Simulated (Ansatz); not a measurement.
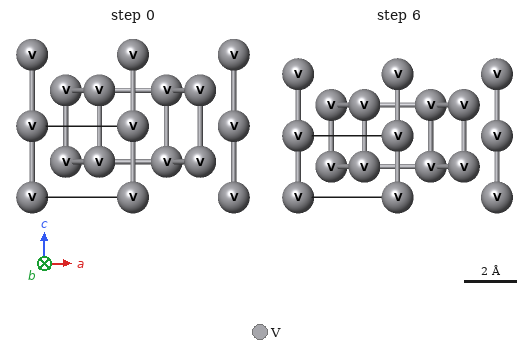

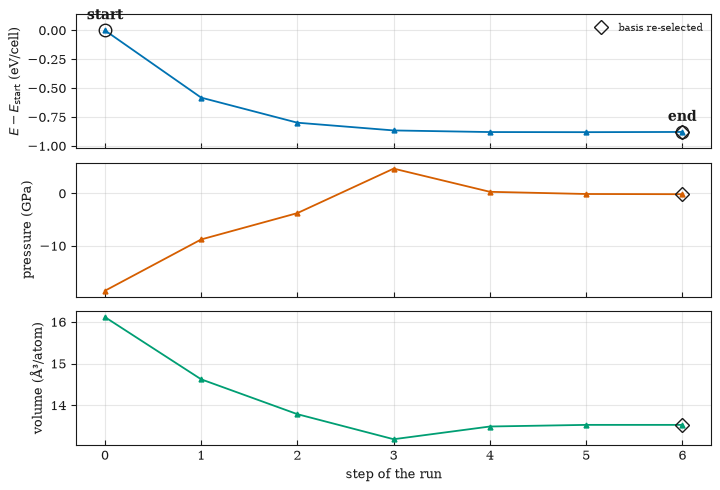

First and last geometry of a relaxation of crystalline V (built on the omega_191 type) (coarse preliminary run), with the history of the run. A ball-and-stick model of the cell of the calculation, repeated 2 × 1 × 2 with one cell outlined, seen along the b axis.

Case: omega type (P6/mmm, No. 191).

Theory: DFT r2SCAN, scalar-relativistic, plane waves, PAW in Ansatz. (plane-wave cutoff 500 eV; k-point mesh 6 × 6 × 6; occupations gaussian; smearing width 0.1 eV; collinear spin; cell and atoms relaxed; force threshold 0.04 eV/Å; at most 70 steps)

**Read the history and describe the run.**

It converged. No atom moves by more than 0.005 Å relative to the cell. The drawn cell changes as follows: a = b 4.499 → 4.436 Å (−1.4 %), c 2.758 → 2.382 Å (−13.6 %); the volume changes by −16.1 %. Some distances before and after: V–V 2.758 → 2.382 Å, V–V 2.941 → 2.824 Å, V–V 2.598 → 2.561 Å. The space group stays P6/mmm (No. 191). Over 5 accepted moves (6 points after the start) the energy falls by 0.878 eV per cell of the calculation. All forces vanish by symmetry, so only the cell relaxes. Pressure: −18.55 GPa at the start and −0.14 GPa at the end. At 1 point the geometry stayed and the basis and grid were re-selected for the new cell (energy shift of 1.8 meV per cell of the calculation at most each time). The program noted that the starting moments weren't kept. The run may lie on a higher electronic state than the lowest, so the end point isn't shown to be the ground-state structure.

```tsv
step	E − E(0), meV/atom	pressure, GPa	volume, Å³/atom	note
0	0.00	-18.55	16.117	
1	-193.85	-8.77	14.624	
2	-266.12	-3.74	13.787	
3	-288.42	4.73	13.186	
4	-293.08	0.31	13.491	
5	-293.39	-0.10	13.530	
6	-292.78	-0.14	13.530	same geometry, new basis
```

Limits of the set-up: the k-point mesh is coarse for a cell with partly filled bands.
